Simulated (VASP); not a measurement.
Single-point calculation, with input and output: Cu (part 2 of 3)

Continued. System: Cu (slab, 16 atoms in the cell). Method: Kohn-Sham DFT of a periodic cell, RPBE, VASP PAW PBE potentials, recommended, no spin polarisation (VASP 6.6.1); cutoff 450 eV, 6×6×1 k-mesh, methfessel-paxton of 0.1 eV. The structure derives from an entry of the Crystallography Open Database.

Geometry of the input (Å; fractional positions):
```
5.2049  0.0000  0.0000
-2.6025  4.5076  0.0000
0.0000  0.0000  23.3747
Cu 0.3333  0.1667  0.3636
Cu 0.3333  0.6667  0.3636
Cu 0.8333  0.1667  0.3636
Cu 0.8333  0.6667  0.3636
Cu 0.6667  0.3333  0.4545
Cu 0.6667  0.8333  0.4545
Cu 0.1667  0.3333  0.4545
Cu 0.1667  0.8333  0.4545
Cu 0.0000  0.5000  0.5438
Cu 0.0000  0.0000  0.5438
Cu 0.5000  0.5000  0.5438
Cu 0.5000  0.0000  0.5438
Cu 0.3333  0.6667  0.6333
Cu 0.3333  0.1667  0.6333
Cu 0.8333  0.6667  0.6333
Cu 0.8333  0.1667  0.6333
```

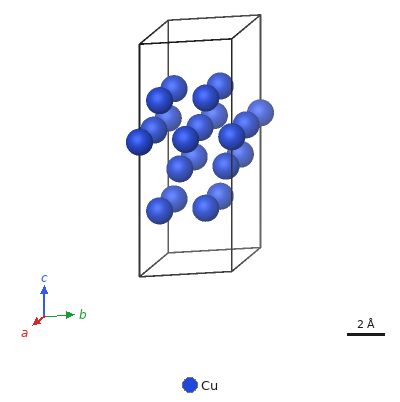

*The input geometry (spheres-only view of the cell of the calculation, with the vacuum cut short, seen slightly off an axis). An atom can appear more than once, as a periodic image.*

Parts of OUTCAR, continued:
```
 Free energy of the ion-electron system (eV)
  ---------------------------------------------------
  ext. energy  EPLUGINS =         0.00000000
  ---------------------------------------------------
  free energy    TOTEN  =       -48.88931339 eV

  energy without entropy =      -48.88609708  energy(sigma->0) =      -48.88824129

 the core state eigenenergies are
   1-  1s  -8848.5721  2s  -1060.8118  2p   -915.2793  3s   -112.5544  3p    -69.9306

   2-  1s  -8848.5721  2s  -1060.8118  2p   -915.2793  3s   -112.5544  3p    -69.9306

   3-  1s  -8848.5721  2s  -1060.8118  2p   -915.2793  3s   -112.5544  3p    -69.9306

   4-  1s  -8848.5721  2s  -1060.8118  2p   -915.2793  3s   -112.5544  3p    -69.9306

   5-  1s  -8848.7811  2s  -1061.0626  2p   -915.5265  3s   -112.7516  3p    -70.1217

   6-  1s  -8848.7811  2s  -1061.0626  2p   -915.5265  3s   -112.7516  3p    -70.1217

   7-  1s  -8848.7811  2s  -1061.0626  2p   -915.5265  3s   -112.7516  3p    -70.1217

   8-  1s  -8848.7811  2s  -1061.0626  2p   -915.5265  3s   -112.7516  3p    -70.1217

   9-  1s  -8848.7923  2s  -1061.0778  2p   -915.5413  3s   -112.7645  3p    -70.1344

  10-  1s  -8848.7923  2s  -1061.0778  2p   -915.5413  3s   -112.7645  3p    -70.1344

  11-  1s  -8848.7923  2s  -1061.0778  2p   -915.5413  3s   -112.7645  3p    -70.1344

  12-  1s  -8848.7923  2s  -1061.0778  2p   -915.5413  3s   -112.7645  3p    -70.1344

  13-  1s  -8848.5847  2s  -1060.8285  2p   -915.2956  3s   -112.5691  3p    -69.9452

  14-  1s  -8848.5847  2s  -1060.8285  2p   -915.2956  3s   -112.5691  3p    -69.9452

  15-  1s  -8848.5847  2s  -1060.8285  2p   -915.2956  3s   -112.5691  3p    -69.9452

  16-  1s  -8848.5847  2s  -1060.8285  2p   -915.2956  3s   -112.5691  3p    -69.9452

 E-fermi :  -0.3152     XC(G=0):  -5.2179     alpha+bet : -4.6256

 val. band max:       -0.3760539099   @ k =   0.5000   0.0000   0.0000
 cond. band min:      -0.3044556342   @ k =   0.0000   0.0000   0.0000
 fundamental gap:      0.0715982757
 Fermi energy:        -0.3152092971

 k-point     1 :       0.0000    0.0000    0.0000
  band No.  band energies     occupation
      1      -8.7713      2.00000
      2      -7.5241      2.00000
      3      -5.9112      2.00000
      4      -5.0573      2.00000
      5      -4.7906      2.00000
      6      -4.7906      2.00000
      7      -4.7906      2.00000
      8      -4.6572      2.00000
      9      -4.6572      2.00000
     10      -4.6572      2.00000
     11      -4.2825      2.00000
     12      -4.2825      2.00000
     13      -4.2825      2.00000
     14      -4.2352      2.00000
     15      -4.2351      2.00000
     16      -4.2351      2.00000
     17      -4.1922      2.00000
     18      -4.1922      2.00000
     19      -4.1922      2.00000
     20      -3.8309      2.00000
     21      -3.8309      2.00000
     22      -3.8309      2.00000
     23      -3.2967      2.00000
     24      -3.2967      2.00000
     25      -3.2967      2.00000
     26      -3.1039      2.00000
     27      -3.1039      2.00000
     28      -3.1039      2.00000
     29      -3.1012      2.00000
     30      -3.0902      2.00000
     31      -3.0286      2.00000
     32      -3.0286      2.00000
     33      -2.9881      2.00000
     34      -2.9881      2.00000
     35      -2.9710      2.00000
     36      -2.9710      2.00000
     37      -2.9710      2.00000
     38      -2.8292      2.00000
     39      -2.8292      2.00000
     40      -2.8282      2.00000
     41      -2.7993      2.00000
     42      -2.7993      2.00000
     43      -2.7993      2.00000
     44      -2.7817      2.00000
     45      -2.7817      2.00000
     46      -2.5288      2.00000
     47      -2.5288      2.00000
     48      -2.5288      2.00000
     49      -2.5051      2.00000
     50      -2.5051      2.00000
     51      -2.5051      2.00000
     52      -2.2881      2.00000
     53      -2.2881      2.00000
     54      -2.1779      2.00000
     55      -2.1779      2.00000
     56      -2.0744      2.00000
     57      -2.0744      2.00000
     58      -2.0744      2.00000
     59      -1.9985      2.00000
     60      -1.9985      2.00000
     61      -1.9985      2.00000
     62      -1.9301      2.00000
     63      -1.9301      2.00000
     64      -1.8172      2.00000
     65      -1.8172      2.00000
     66      -1.8172      2.00000
     67      -1.8073      2.00000
     68      -1.8073      2.00000
     69      -1.8073      2.00000
     70      -1.7759      2.00000
     71      -1.7759      2.00000
     72      -1.7542      2.00000
     73      -1.7542      2.00000
     74      -1.7542      2.00000
     75      -1.6905      2.00000
     76      -1.6905      2.00000
     77      -1.6905      2.00000
     78      -1.5959      2.00000
     79      -1.5959      2.00000
     80      -1.5959      2.00000
     81      -1.5821      2.00000
     82      -1.5821      2.00000
     83      -1.5821      2.00000
     84      -1.3442      2.00000
     85      -0.3786      1.86963
     86      -0.3786      1.86963
     87      -0.3786      1.86934
     88      -0.3045      0.81915
     89       0.5372     -0.00000
     90       0.5372     -0.00000
     91       0.5372     -0.00000
     92       1.0755     -0.00000
     93       1.0755     -0.00000
     94       1.0755     -0.00000
     95       1.3429     -0.00000
     96       1.3429     -0.00000
     97       1.3429     -0.00000
     98       3.7499      0.00000
     99       3.8610      0.00000
    100       3.8611      0.00000

 k-point     2 :       0.1667    0.0000    0.0000
  band No.  band energies     occupation
      1      -8.5580      2.00000
      2      -7.3192      2.00000
      3      -5.7232      2.00000
      4      -5.0104      2.00000
      5      -4.9124      2.00000
      6      -4.7433      2.00000
      7      -4.7432      2.00000
      8      -4.7203      2.00000
      9      -4.5950      2.00000
     10      -4.5950      2.00000
     11      -4.3664      2.00000
     12      -4.2398      2.00000
     13      -4.2398      2.00000
     14      -4.2017      2.00000
     15      -4.1856      2.00000
     16      -4.1856      2.00000
     17      -4.0671      2.00000
     18      -4.0671      2.00000
     19      -4.0635      2.00000
     20      -3.7848      2.00000
     21      -3.7848      2.00000
     22      -3.7794      2.00000
     23      -3.3378      2.00000
     24      -3.3378      2.00000
     25      -3.2888      2.00000
     26      -3.2063      2.00000
     27      -3.1647      2.00000
     28      -3.0912      2.00000
     29      -3.0706      2.00000
     30      -3.0706      2.00000
     31      -3.0660      2.00000
     32      -2.9985      2.00000
     33      -2.9985      2.00000
     34      -2.9586      2.00000
     35      -2.9492      2.00000
     36      -2.9474      2.00000
     37      -2.9390      2.00000
     38      -2.9071      2.00000
     39      -2.9051      2.00000
     40      -2.8759      2.00000
     41      -2.8712      2.00000
     42      -2.8712      2.00000
     43      -2.7690      2.00000
     44      -2.7660      2.00000
     45      -2.7160      2.00000
     46      -2.7068      2.00000
     47      -2.7068      2.00000
     48      -2.5910      2.00000
     49      -2.5181      2.00000
     50      -2.4522      2.00000
     51      -2.4522      2.00000
     52      -2.3324      2.00000
     53      -2.3256      2.00000
     54      -2.2007      2.00000
     55      -2.1679      2.00000
     56      -2.1565      2.00000
     57      -2.1565      2.00000
     58      -2.1111      2.00000
     59      -2.1100      2.00000
     60      -2.1032      2.00000
     61      -2.1032      2.00000
     62      -2.0856      2.00000
     63      -2.0073      2.00000
     64      -2.0073      2.00000
     65      -1.9314      2.00000
     66      -1.9060      2.00000
     67      -1.8835      2.00000
     68      -1.8778      2.00000
     69      -1.8778      2.00000
     70      -1.8541      2.00000
     71      -1.8267      2.00000
     72      -1.8226      2.00000
     73      -1.8226      2.00000
     74      -1.7876      2.00000
     75      -1.7876      2.00000
     76      -1.7721      2.00000
     77      -1.7413      2.00000
     78      -1.7194      2.00000
     79      -1.7194      2.00000
     80      -1.6790      2.00000
     81      -1.6563      2.00000
     82      -1.6563      2.00000
     83      -1.6524      2.00000
     84      -1.4036      2.00000
     85      -0.9583      2.00000
     86      -0.8142      2.00000
     87      -0.3781      1.86476
     88      -0.3780      1.86459
     89       0.1916     -0.00000
     90       0.2821     -0.00000
     91       0.2822     -0.00000
     92       0.5673     -0.00000
     93       1.3294     -0.00000
     94       1.3295     -0.00000
     95       2.1694      0.00000
     96       2.1694      0.00000
     97       2.5332      0.00000
     98       3.9279      0.00000
     99       4.0490      0.00000
    100       4.0491      0.00000

 k-point     3 :       0.3333    0.0000    0.0000
  band No.  band energies     occupation
      1      -7.9341      2.00000
      2      -6.7305      2.00000
      3      -5.8363      2.00000
      4      -5.2101      2.00000
      5      -5.0774      2.00000
      6      -4.6295      2.00000
      7      -4.6294      2.00000
      8      -4.5337      2.00000
      9      -4.4259      2.00000
     10      -4.4259      2.00000
     11      -4.3981      2.00000
     12      -4.1342      2.00000
     13      -4.1342      2.00000
     14      -4.0874      2.00000
     15      -4.0236      2.00000
     16      -4.0236      2.00000
     17      -3.9004      2.00000
     18      -3.8086      2.00000
     19      -3.8086      2.00000
     20      -3.6536      2.00000
     21      -3.6536      2.00000
     22      -3.6374      2.00000
     23      -3.4551      2.00000
     24      -3.4551      2.00000
     25      -3.4463      2.00000
     26      -3.3240      2.00000
     27      -3.2972      2.00000
     28      -3.2545      2.00000
     29      -3.2029      2.00000
     30      -3.2029      2.00000
     31      -3.1557      2.00000
     32      -3.0995      2.00000
     33      -3.0995      2.00000
     34      -3.0045      2.00000
     35      -2.9701      2.00000
     36      -2.9501      2.00000
     37      -2.9488      2.00000
     38      -2.9154      2.00000
     39      -2.9154      2.00000
     40      -2.8854      2.00000
     41      -2.8412      2.00000
     42      -2.8060      2.00000
     43      -2.8060      2.00000
     44      -2.7723      2.00000
     45      -2.7630      2.00000
     46      -2.7524      2.00000
     47      -2.6137      2.00000
     48      -2.6137      2.00000
     49      -2.6052      2.00000
     50      -2.5400      2.00000
     51      -2.5400      2.00000
     52      -2.5367      2.00000
     53      -2.5265      2.00000
     54      -2.5125      2.00000
     55      -2.4992      2.00000
     56      -2.4238      2.00000
     57      -2.4238      2.00000
     58      -2.4101      2.00000
     59      -2.3450      2.00000
     60      -2.3434      2.00000
     61      -2.2192      2.00000
     62      -2.1907      2.00000
     63      -2.1849      2.00000
     64      -2.1849      2.00000
     65      -2.1592      2.00000
     66      -2.0862      2.00000
     67      -2.0862      2.00000
     68      -2.0678      2.00000
     69      -2.0438      2.00000
     70      -2.0438      2.00000
     71      -2.0185      2.00000
     72      -1.9590      2.00000
     73      -1.9353      2.00000
     74      -1.9079      2.00000
     75      -1.8981      2.00000
     76      -1.8737      2.00000
     77      -1.8526      2.00000
     78      -1.8526      2.00000
     79      -1.7626      2.00000
     80      -1.7523      2.00000
     81      -1.7523      2.00000
     82      -1.7314      2.00000
     83      -1.6710      2.00000
     84      -1.6710      2.00000
     85      -1.6698      2.00000
     86      -0.5718      2.00171
     87      -0.3811      1.88974
     88      -0.3811      1.88968
     89      -0.2572      0.17797
     90       0.2171     -0.00000
     91       0.2171     -0.00000
     92       1.2531     -0.00000
     93       1.5885     -0.00000
     94       1.5885     -0.00000
     95       1.7418      0.00000
     96       3.4418      0.00000
     97       3.4418      0.00000
     98       4.1793      0.00000
     99       4.4616      0.00000
    100       4.7207      0.00000

 k-point     4 :       0.5000    0.0000    0.0000
  band No.  band energies     occupation
      1      -6.9638      2.00000
      2      -6.9638      2.00000
      3      -5.8721      2.00000
      4      -5.8721      2.00000
      5      -4.6193      2.00000
      6      -4.6193      2.00000
      7      -4.5555      2.00000
      8      -4.5555      2.00000
      9      -4.2885      2.00000
     10      -4.2885      2.00000
     11      -4.1416      2.00000
     12      -4.1416      2.00000
     13      -4.1104      2.00000
     14      -4.1104      2.00000
     15      -3.8058      2.00000
     16      -3.8058      2.00000
     17      -3.7861      2.00000
     18      -3.7861      2.00000
     19      -3.7146      2.00000
     20      -3.7146      2.00000
     21      -3.5293      2.00000
     22      -3.5293      2.00000
     23      -3.4954      2.00000
     24      -3.4954      2.00000
     25      -3.4520      2.00000
     26      -3.4520      2.00000
     27      -3.4037      2.00000
     28      -3.4037      2.00000
     29      -3.2702      2.00000
     30      -3.2702      2.00000
     31      -3.2274      2.00000
     32      -3.2274      2.00000
     33      -3.1065      2.00000
     34      -3.1065      2.00000
     35      -3.0028      2.00000
     36      -3.0028      2.00000
     37      -2.9260      2.00000
     38      -2.9260      2.00000
     39      -2.8961      2.00000
     40      -2.8961      2.00000
     41      -2.8722      2.00000
     42      -2.8722      2.00000
     43      -2.8292      2.00000
     44      -2.8292      2.00000
     45      -2.8216      2.00000
     46      -2.8216      2.00000
     47      -2.7736      2.00000
     48      -2.7736      2.00000
     49      -2.7550      2.00000
     50      -2.7550      2.00000
     51      -2.7118      2.00000
     52      -2.7118      2.00000
     53      -2.5404      2.00000
     54      -2.5404      2.00000
     55      -2.4743      2.00000
     56      -2.4743      2.00000
     57      -2.4310      2.00000
     58      -2.4310      2.00000
     59      -2.3823      2.00000
     60      -2.3823      2.00000
     61      -2.2831      2.00000
     62      -2.2831      2.00000
     63      -2.2515      2.00000
     64      -2.2515      2.00000
     65      -2.2128      2.00000
     66      -2.2128      2.00000
     67      -2.1789      2.00000
     68      -2.1789      2.00000
     69      -2.1380      2.00000
     70      -2.1380      2.00000
     71      -2.1286      2.00000
     72      -2.1286      2.00000
     73      -2.0958      2.00000
     74      -2.0958      2.00000
     75      -1.9385      2.00000
     76      -1.9385      2.00000
     77      -1.8590      2.00000
     78      -1.8590      2.00000
     79      -1.7509      2.00000
     80      -1.7509      2.00000
     81      -1.7439      2.00000
     82      -1.7439      2.00000
     83      -1.6724      2.00000
     84      -1.6724      2.00000
     85      -1.2613      2.00000
     86      -1.2613      2.00000
     87      -0.3761      1.84754
     88      -0.3761      1.84754
     89       0.2277     -0.00000
     90       0.2277     -0.00000
     91       0.6296     -0.00000
     92       0.6296     -0.00000
     93       1.6407     -0.00000
     94       1.6407     -0.00000
     95       2.6099      0.00000
     96       2.6099      0.00000
     97       3.8552      0.00000
     98       3.8552      0.00000
     99       5.3511      0.00000
    100       5.3511      0.00000
```
